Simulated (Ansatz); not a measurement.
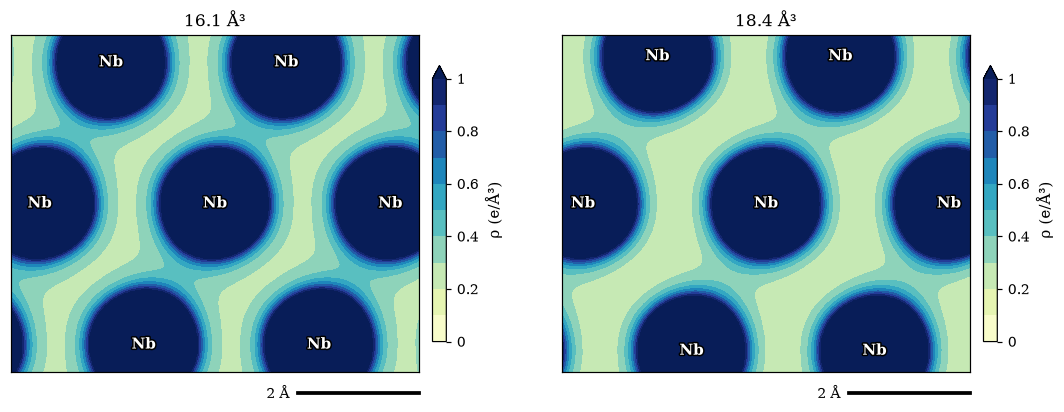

Nb. The valence pseudo-density of cells scaled evenly to different volumes (given per atom above each panel), on the (001) plane of each (indices in the axes of the cell below), at one length scale and on one colour scale.

A generated structure, not necessarily the stable one; the program warned that a starting moment wasn't kept; spin-polarised, but the moments vanished.

All numbers below come from Ansatz, DFT, r2SCAN, plane waves (500 eV) with PAW, scalar-relativistic.

In a PAW calculation such maps are meaningful between the atoms, not at the nuclei.

The largest cell:

```yaml
crystal:
  lattice:
    - [-1.91642, 1.91762, 1.36959]
    - [1.91762, -1.91642, 1.36959]
    - [3.49355, 3.49355, -1.36739]
  atoms:
    - { symbol: Nb, position: [0.00000, 0.00000, 0.00000] }
    - { symbol: Nb, position: [0.75000, 0.25000, 0.50000] }
```

| volume (Å³/atom) | Nb–Nb contact in the plane (Å) | ρ at its midpoint (e/Å³) | pressure (GPa) | 
| --- | --- | --- | --- |
| 16.15 | 2.625 | 0.433 | 27.6 | 
| 17.61 | 2.702 | ? | ? | 
| 18.35 | 2.739 | 0.365 | 0.1 | 

Estimate the missing row, and compare with the calculation.

Over the known rows ln ρ falls by 1.50 per Å of Nb–Nb distance (the line through the two), which gives 0.386 e/Å³ at 2.702 Å; the calculation gives 0.386 e/Å³. For the pressure, a straight line in volume between the neighbouring rows gives 9.4 GPa; the calculation gives 7.5, lower because pressure rises ever faster on compression.
